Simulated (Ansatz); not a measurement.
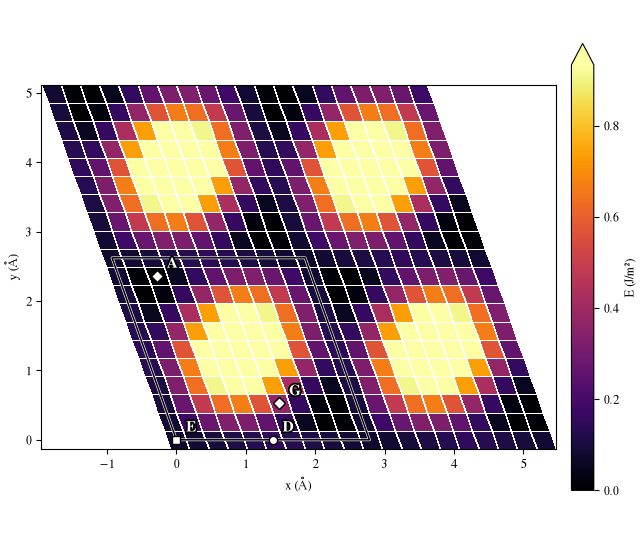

Al (Im-3m, No. 229; 4 atoms in the cell). Gamma surface: rigid slide across a plane, one fault a cell; the plane is (0 1 1) of the conventional cell. Places are given modulo a cell vector. The map is drawn in real space over the plane of the slide. Nothing is relaxed (rigid halves, spacing across the cut fixed). The scan uses a 10 × 10 grid; 31 points were computed and 69 follow by symmetry. Energies: J/m², counted from the lowest grid point. These are results of DFT PBEsol, scalar-relativistic, plane waves, PAW (Ansatz), not measurements. Settings: cutoff 420 eV, k-mesh 16×16×5 in the order of the run's cell vectors, gaussian smearing 0.15 eV, no spin polarisation.

In the figure: one coloured cell a grid point, the outline of one cell of the 2 × 2 shown, one colour for all values above the top of the scale, lettered points.

Q: Is D the lowest point of the computed grid?

A: No. D lies 0.15 J/m² above the lowest grid point, which is at (1/10, 8/10) of the cell vectors.

Q: What kind of point is each of A, D, E, G: minimum, saddle, maximum or slope?

A: A: minimum; D: saddle point; E: saddle point; G: on a slope. (In these two coordinates alone; a stationary point may lie a little off the grid point.)

PAW datasets: the set soft_1.
